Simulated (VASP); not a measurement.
# Geometry relaxation, with input and output: GaAs (part 2 of 2)

The same run, continued: GaAs (F-43m, 2 atoms in the cell); Kohn-Sham DFT of a periodic cell, r2SCAN, VASP PAW PBE potentials, recommended, no spin polarisation (VASP 6.6.1); cutoff 600 eV, 10×10×10 k-mesh, Gaussian smearing of 0.03 eV. The structure derives from an entry of the Crystallography Open Database.

Geometry of the input (Å; fractional positions):
```
0.0000  2.8268  2.8268
2.8268  0.0000  2.8268
2.8268  2.8268  0.0000
Ga 0.0000  0.0000  0.0000
As 0.2500  0.2500  0.2500
```

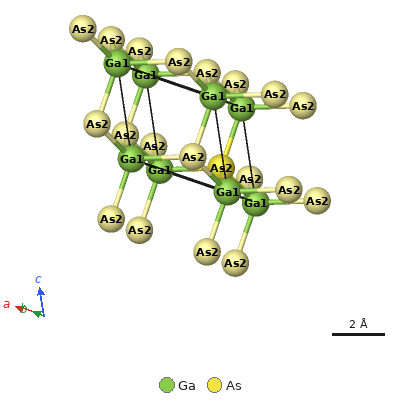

*The geometry at step 2 of the log (ball-and-stick view of the cell of the calculation, seen at an oblique angle; neighbours outside the cell are drawn fainter; atoms are numbered from 1 in the order of the input).*

### Parts of OUTCAR, continued
```
  FORCE on cell =-STRESS in cart. coord.  units (eV):
  Direction    XX          YY          ZZ          XY          YZ          ZX
  --------------------------------------------------------------------------------------
  -------------------------------------------------------------------------------------
  Total        0.1652955      0.1652955      0.1652955      0.0000000      0.0000000      0.0000000
  in kB        5.8618313      5.8618313      5.8618313      0.0000000      0.0000000      0.0000000
  external PRESSURE =       5.8618313 kB  Pullay stress =       0.0000000 kB

 VOLUME and BASIS-vectors are now :
 -----------------------------------------------------------------------------
  energy-cutoff  :      600.00
  volume of cell :       45.18
      direct lattice vectors                 reciprocal lattice vectors
     0.000000000  2.826850000  2.826850000    -0.176875321  0.176875321  0.176875321
     2.826850000  0.000000000  2.826850000     0.176875321 -0.176875321  0.176875321
     2.826850000  2.826850000  0.000000000     0.176875321  0.176875321 -0.176875321

 POSITION                                       TOTAL-FORCE (eV/Angst)
 -----------------------------------------------------------------------------------
      0.00000      0.00000      0.00000        -0.000000      0.000000     -0.000000
      1.41342      1.41342      1.41342         0.000000     -0.000000      0.000000
 -----------------------------------------------------------------------------------
    total drift:                                0.000009      0.000009      0.000009

  FREE ENERGIE OF THE ION-ELECTRON SYSTEM (eV)
  ---------------------------------------------------
  free  energy   TOTEN  =       -27.0563137768 eV

  energy  without entropy=      -27.0563137768  energy(sigma->0) =      -27.05631378

--------------------------------------- Ionic step        2  -------------------------------------------

 number of electron      18.0000009 magnetization

------------------------ aborting loop because EDIFF is reached ----------------------------------------

  FORCE on cell =-STRESS in cart. coord.  units (eV):
  Direction    XX          YY          ZZ          XY          YZ          ZX
  --------------------------------------------------------------------------------------
  -------------------------------------------------------------------------------------
  Total       -0.0862043     -0.0862043     -0.0862043      0.0000000      0.0000000      0.0000000
  in kB       -3.0207638     -3.0207638     -3.0207638      0.0000000      0.0000000      0.0000000
  external PRESSURE =      -3.0207638 kB  Pullay stress =       0.0000000 kB

 VOLUME and BASIS-vectors are now :
 -----------------------------------------------------------------------------
  energy-cutoff  :      600.00
  volume of cell :       45.72
      direct lattice vectors                 reciprocal lattice vectors
    -0.000000000  2.838121066  2.838121066    -0.176172893  0.176172893  0.176172893
     2.838121066  0.000000000  2.838121066     0.176172893 -0.176172893  0.176172893
     2.838121066  2.838121066  0.000000000     0.176172893  0.176172893 -0.176172893

 POSITION                                       TOTAL-FORCE (eV/Angst)
 -----------------------------------------------------------------------------------
      2.83812      0.00000      2.83812        -0.000000      0.000000     -0.000000
      1.41906      1.41906      1.41906         0.000000     -0.000000      0.000000
 -----------------------------------------------------------------------------------
    total drift:                                0.000008      0.000008      0.000008

  FREE ENERGIE OF THE ION-ELECTRON SYSTEM (eV)
  ---------------------------------------------------
  free  energy   TOTEN  =       -27.0567192717 eV

  energy  without entropy=      -27.0567192717  energy(sigma->0) =      -27.05671927

--------------------------------------- Ionic step        3  -------------------------------------------

 number of electron      18.0000010 magnetization

------------------------ aborting loop because EDIFF is reached ----------------------------------------

  FORCE on cell =-STRESS in cart. coord.  units (eV):
  Direction    XX          YY          ZZ          XY          YZ          ZX
  --------------------------------------------------------------------------------------
  -------------------------------------------------------------------------------------
  Total        0.0391147      0.0391147      0.0391147      0.0000000      0.0000000      0.0000000
  in kB        1.3767847      1.3767847      1.3767847      0.0000000      0.0000000      0.0000000
  external PRESSURE =       1.3767847 kB  Pullay stress =       0.0000000 kB

 VOLUME and BASIS-vectors are now :
 -----------------------------------------------------------------------------
  energy-cutoff  :      600.00
  volume of cell :       45.52
      direct lattice vectors                 reciprocal lattice vectors
    -0.000000000  2.833902266  2.833902266    -0.176435160  0.176435160  0.176435160
     2.833902266  0.000000000  2.833902266     0.176435160 -0.176435160  0.176435160
     2.833902266  2.833902266  0.000000000     0.176435160  0.176435160 -0.176435160

 POSITION                                       TOTAL-FORCE (eV/Angst)
 -----------------------------------------------------------------------------------
      0.00000      0.00000      0.00000         0.000000      0.000000      0.000000
      1.41695      1.41695      1.41695        -0.000000     -0.000000     -0.000000
 -----------------------------------------------------------------------------------
    total drift:                                0.000008      0.000008      0.000008

  FREE ENERGIE OF THE ION-ELECTRON SYSTEM (eV)
  ---------------------------------------------------
  free  energy   TOTEN  =       -27.0569178052 eV

  energy  without entropy=      -27.0569178052  energy(sigma->0) =      -27.05691781

--------------------------------------- Ionic step        4  -------------------------------------------

 number of electron      18.0000010 magnetization

------------------------ aborting loop because EDIFF is reached ----------------------------------------

  FORCE on cell =-STRESS in cart. coord.  units (eV):
  Direction    XX          YY          ZZ          XY          YZ          ZX
  --------------------------------------------------------------------------------------
  -------------------------------------------------------------------------------------
  Total       -0.0243879     -0.0243879     -0.0243879      0.0000000      0.0000000      0.0000000
  in kB       -0.8572254     -0.8572254     -0.8572254      0.0000000      0.0000000      0.0000000
  external PRESSURE =      -0.8572254 kB  Pullay stress =       0.0000000 kB

 VOLUME and BASIS-vectors are now :
 -----------------------------------------------------------------------------
  energy-cutoff  :      600.00
  volume of cell :       45.58
      direct lattice vectors                 reciprocal lattice vectors
    -0.000000000  2.835219042  2.835219042    -0.176353217  0.176353217  0.176353217
     2.835219042  0.000000000  2.835219042     0.176353217 -0.176353217  0.176353217
     2.835219042  2.835219042  0.000000000     0.176353217  0.176353217 -0.176353217

 POSITION                                       TOTAL-FORCE (eV/Angst)
 -----------------------------------------------------------------------------------
      2.83522      0.00000      2.83522        -0.000000     -0.000000     -0.000000
      1.41761      1.41761      1.41761         0.000000      0.000000      0.000000
 -----------------------------------------------------------------------------------
    total drift:                                0.000008      0.000008      0.000008

  FREE ENERGIE OF THE ION-ELECTRON SYSTEM (eV)
  ---------------------------------------------------
  free  energy   TOTEN  =       -27.0568945770 eV

  energy  without entropy=      -27.0568945770  energy(sigma->0) =      -27.05689458

--------------------------------------- Ionic step        5  -------------------------------------------

 number of electron      18.0000010 magnetization

 Free energy of the ion-electron system (eV)
  ---------------------------------------------------
  ext. energy  EPLUGINS =         0.00000000
  ---------------------------------------------------
  free energy    TOTEN  =       -27.05690795 eV

  energy without entropy =      -27.05690795  energy(sigma->0) =      -27.05690795

 E-fermi :   3.7286     XC(G=0): -10.2157     alpha+bet : -9.6561

 val. band max:        3.5996438556   @ k =   0.0000   0.0000   0.0000
 cond. band min:       4.5290508275   @ k =   0.0000   0.0000   0.0000
 fundamental gap:      0.9294069719
 Fermi energy:         3.7286043567

 k-point     1 :       0.0000    0.0000    0.0000
  band No.  band energies     occupation
      1     -11.6209      2.00000
      2     -11.6209      2.00000
      3     -11.6208      2.00000
      4     -11.5332      2.00000
      5     -11.5332      2.00000
      6      -9.5493      2.00000
      7       3.5996      2.00000
      8       3.5996      2.00000
      9       3.5996      2.00000
     10       4.5291      0.00000
     11       7.6390      0.00000
     12       7.6391      0.00000
     13       7.6391      0.00000

 k-point     2 :       0.1000    0.0000    0.0000
  band No.  band energies     occupation
      1     -11.6306      2.00000
      2     -11.6184      2.00000
      3     -11.6184      2.00000
      4     -11.5334      2.00000
      5     -11.5334      2.00000
      6      -9.4269      2.00000
      7       2.1521      2.00000
      8       3.4389      2.00000
      9       3.4389      2.00000
     10       5.4124      0.00000
     11       7.8806      0.00000
     12       7.8807      0.00000
     13       7.9237      0.00000

 k-point     3 :       0.2000    0.0000    0.0000
  band No.  band energies     occupation
      1     -11.6542      2.00000
      2     -11.6124      2.00000
      3     -11.6124      2.00000
      4     -11.5333      2.00000
      5     -11.5333      2.00000
      6      -9.0760      2.00000
      7       0.2987      2.00000
      8       3.0890      2.00000
      9       3.0890      2.00000
     10       5.5261      0.00000
     11       8.3568      0.00000
     12       8.3569      0.00000
     13       9.1771      0.00000

 k-point     4 :       0.3000    0.0000    0.0000
  band No.  band energies     occupation
      1     -11.6802      2.00000
      2     -11.6059      2.00000
      3     -11.6059      2.00000
      4     -11.5323      2.00000
      5     -11.5323      2.00000
      6      -8.5523      2.00000
      7      -1.3801      2.00000
      8       2.7442      2.00000
      9       2.7443      2.00000
     10       5.2452      0.00000
     11       8.6252      0.00000
     12       8.6252      0.00000
     13      10.8491      0.00000

 k-point     5 :       0.4000    0.0000    0.0000
  band No.  band energies     occupation
      1     -11.6994      2.00000
      2     -11.6016      2.00000
      3     -11.6016      2.00000
      4     -11.5305      2.00000
      5     -11.5305      2.00000
      6      -7.9961      2.00000
      7      -2.6539      2.00000
      8       2.5097      2.00000
      9       2.5098      2.00000
     10       5.0171      0.00000
     11       8.6214      0.00000
     12       8.6215      0.00000
     13      11.8486      0.00000

 [... the levels of 18 k-points are left out ...]

 k-point    24 :       0.4000    0.3000    0.0000
  band No.  band energies     occupation
      1     -11.7189      2.00000
      2     -11.5830      2.00000
      3     -11.5816      2.00000
      4     -11.5513      2.00000
      5     -11.5232      2.00000
      6      -7.7504      2.00000
      7      -2.1577      2.00000
      8       0.9654      2.00000
      9       1.2974      2.00000
     10       5.7460      0.00000
     11       6.7990      0.00000
     12      11.3924      0.00000
     13      12.0180      0.00000

 [... further k-points ...]

------------------------ aborting loop because EDIFF is reached ----------------------------------------

  FORCE on cell =-STRESS in cart. coord.  units (eV):
  Direction    XX          YY          ZZ          XY          YZ          ZX
  --------------------------------------------------------------------------------------
  -------------------------------------------------------------------------------------
  Total       -0.0136834     -0.0136834     -0.0136834      0.0000000      0.0000000      0.0000000
  in kB       -0.4812244     -0.4812244     -0.4812244      0.0000000      0.0000000      0.0000000
  external PRESSURE =      -0.4812244 kB  Pullay stress =       0.0000000 kB

 VOLUME and BASIS-vectors are now :
 -----------------------------------------------------------------------------
  energy-cutoff  :      600.00
  volume of cell :       45.56
      direct lattice vectors                 reciprocal lattice vectors
    -0.000000000  2.834713340  2.834713340    -0.176384678  0.176384678  0.176384678
     2.834713340  0.000000000  2.834713340     0.176384678 -0.176384678  0.176384678
     2.834713340  2.834713340  0.000000000     0.176384678  0.176384678 -0.176384678

 POSITION                                       TOTAL-FORCE (eV/Angst)
 -----------------------------------------------------------------------------------
      0.00000      0.00000      0.00000         0.000000     -0.000000     -0.000000
      1.41736      1.41736      1.41736        -0.000000      0.000000      0.000000
 -----------------------------------------------------------------------------------
    total drift:                                0.000008      0.000008      0.000008

  FREE ENERGIE OF THE ION-ELECTRON SYSTEM (eV)
  ---------------------------------------------------
  free  energy   TOTEN  =       -27.0569079452 eV

  energy  without entropy=      -27.0569079452  energy(sigma->0) =      -27.05690795

 reached required accuracy - stopping structural energy minimisation
```

### CONTCAR
```
GaAs
   1.00000000000000
    -0.0000000000000000    2.8347133399149631    2.8347133399149631
     2.8347133399149631    0.0000000000000000    2.8347133399149631
     2.8347133399149631    2.8347133399149631    0.0000000000000000
  Ga              As
     1     1
Direct
     0.0000000000000000    0.0000000000000000    0.0000000000000000
     0.2500000000000000    0.2500000000000000    0.2500000000000000

  0.00000000E+00  0.00000000E+00  0.00000000E+00
  0.00000000E+00  0.00000000E+00  0.00000000E+00
```

### Trajectory as extended XYZ (Å, eV, eV/Å), 5 frames, from step=0 to step=4
```
2
Lattice="0.0000 2.8268 2.8268 2.8268 0.0000 2.8268 2.8268 2.8268 0.0000" Properties=species:S:1:pos:R:3:forces:R:3 step=0 energy=-27.05631
Ga    0.0000    0.0000    0.0000    0.0000   0.0000   0.0000
As    1.4134    1.4134    1.4134    0.0000   0.0000   0.0000
2
Lattice="-0.0000 2.8381 2.8381 2.8381 0.0000 2.8381 2.8381 2.8381 0.0000" Properties=species:S:1:pos:R:3:forces:R:3 step=1 energy=-27.05672
Ga    2.8381    0.0000    2.8381    0.0000   0.0000   0.0000
As    1.4191    1.4191    1.4191    0.0000   0.0000   0.0000
2
Lattice="-0.0000 2.8339 2.8339 2.8339 0.0000 2.8339 2.8339 2.8339 0.0000" Properties=species:S:1:pos:R:3:forces:R:3 step=2 energy=-27.05692
Ga    0.0000    0.0000    0.0000    0.0000   0.0000   0.0000
As    1.4170    1.4170    1.4170    0.0000   0.0000   0.0000
2
Lattice="-0.0000 2.8352 2.8352 2.8352 0.0000 2.8352 2.8352 2.8352 0.0000" Properties=species:S:1:pos:R:3:forces:R:3 step=3 energy=-27.05689
Ga    2.8352    0.0000    2.8352    0.0000   0.0000   0.0000
As    1.4176    1.4176    1.4176    0.0000   0.0000   0.0000
2
Lattice="-0.0000 2.8347 2.8347 2.8347 0.0000 2.8347 2.8347 2.8347 0.0000" Properties=species:S:1:pos:R:3:forces:R:3 step=4 energy=-27.05691
Ga    0.0000    0.0000    0.0000    0.0000   0.0000   0.0000
As    1.4174    1.4174    1.4174    0.0000   0.0000   0.0000
```

### Key numbers

```tsv
quantity	value
outcome	converged
space group (tolerance 0.01 Å)	F-43m (216)
electrons treated	18
free energy	−27.0569 eV
Fermi energy	3.729 eV
gap on the k-point mesh	0.93 eV
pressure	−0.05 GPa
final volume	45.56 Å³
largest force (length of the vector) at the end	under 0.001 eV/Å
final cell	a = 4.009 Å, b = 4.009 Å, c = 4.009 Å, α = 60.00°, β = 60.00°, γ = 60.00°
hardware	1 thread of Intel Xeon (Granite Rapids), 96 GiB of memory available, shared host
wall time	2.2 min
peak memory	0.22 GiB
```
